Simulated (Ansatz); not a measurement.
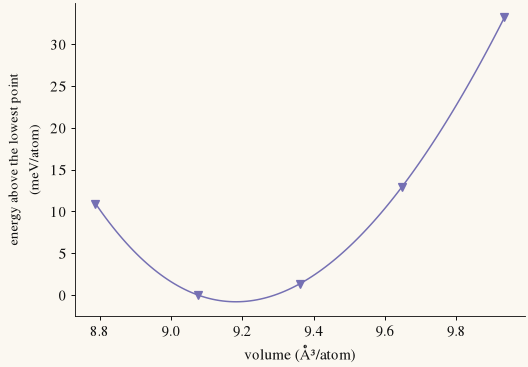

The plot gives the computed energy above the lowest point against volume for CuO, space group Fm-3m (No. 225) (one of a set of cubic test structures, which need not be the stable phase).

Method: equation of state of a cubic crystal from periodic Kohn-Sham density functional theory without spin, third-order Birch-Murnaghan fit to the free energies; pressure corrected for the finite basis (Ansatz 0.2.0 development build). Level: r2SCAN.

structure type rock salt; atoms in cell 2; space group number 225; lattice centring face-centred primitive; k mesh 14×14×14; occupation method Fermi–Dirac; occupation width 0.1 eV; wave cutoff 500 eV; datasets soft-1 PAW; density tolerance 1e−07 eV; bands 17; density cutoff ratio 4; search for lower states default.

From this curve and the settings, what does the calculation give for the pressure at the same points?

The pressure falls from 10.0 GPa at volume 8.7887 Å³/atom to −13.4 GPa at 9.9351 Å³/atom, and changes sign near 9.19 Å³/atom.

```csv
volume (Å³/atom),pressure (GPa)
8.7887,10.0
9.0753,2.5
9.3619,-3.8
9.6485,-9.0
9.9351,-13.4
```

Caveats: cubic model structure, not the ambient form; no spin polarisation, a magnetic state may lie lower.
